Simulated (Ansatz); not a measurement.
# Co₄H: what the fields show

Input

```
crystal:
  lattice:
    - [2.5171966704, 0.0, 0.0]
    - [-1.2585983352, 2.1799562629, 0.0]
    - [0.0, 0.0, 8.09399913]
  atoms:
    - { symbol: Co, position: [0.3333333333, 0.6666666667, 0.86585528], spin: 4.5 }
    - { symbol: Co, position: [0.3333333333, 0.6666666667, 0.37679535], spin: 4.5 }
    - { symbol: Co, position: [0.6666666667, 0.3333333333, 0.13414472], spin: 4.5 }
    - { symbol: Co, position: [0.6666666667, 0.3333333333, 0.62320465], spin: 4.5 }
    - { symbol: H, position: [0.0, 0.0, 0.0] }
basis:
  ecutwfc: 420
kpoints:
  mp_grid: { grid: [18, 18, 6] }
hamiltonian:
  xc: pbesol
scf:
  occupations: { method: gaussian, width: 0.1 }
  lower_state_search: "off"
output:
  forces: true
  stress: true
  eigenvalues: true
  populations: true
  write_density: true
  write_potential: true
  elf: true
  volumetric_format: npy
magnetization:
  spin_polarized: true
```

Run with:

```sh
ansatz run input.yaml --threads 1 --pin off --max-ram 2560MiB --backend cpu --events-out ev --progress --plain --runs-dir out
```

Below, planes, directions and counts refer to the conventional cell (a = 2.52 Å, b = 2.52 Å, c = 8.09 Å, α = 90.00°, β = 90.00°, γ = 120.00°).

Space group P-3m1; a structure from a database of computed crystals, not necessarily the ambient phase; computed pressure about −6 GPa in this cell; spin-polarised.

Method: Ansatz 0.2.0, DFT PBEsol, scalar-relativistic, plane waves, PAW.

In a PAW calculation such maps are meaningful between the atoms, not at the nuclei.

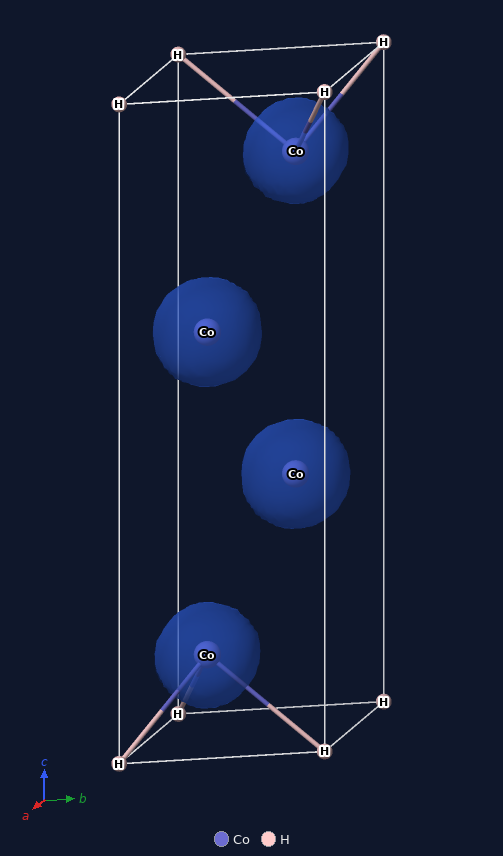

Figure 1. Isosurfaces of the spin density at +0.3 (blue) and −0.3 e/Å³ (red), seen at an oblique angle. Sticks mark near contacts.

Where is the spin, and how is it ordered?

Answer. The spin density sits on Co: +1.7 μB (×2) and +1.4 μB (×2) in one cell of 5 atoms: parallel moments (a ferromagnetic arrangement) in this solution. The cell of the calculation (5 atoms) carries 6.0 μB of net spin moment. Only one sign reaches the isovalue.

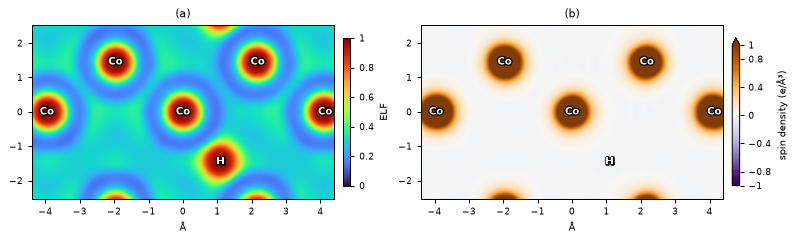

Figure 2. (a) electron localisation function; (b) spin density on the (110) plane of the conventional cell.

Interpret the plot.

Answer.
- The plane passes through Co and H nuclei.
- Co–H (1.81 Å): the ELF climbs to about 0.95 towards the hydrogen.
- The features right at Co lie inside the PAW spheres, where the map follows smoothed inner orbitals and isn't to be read closely.

Does the calculation make it a metal, or give it a gap?

Answer. It is gapless in this calculation (a metal or semimetal).
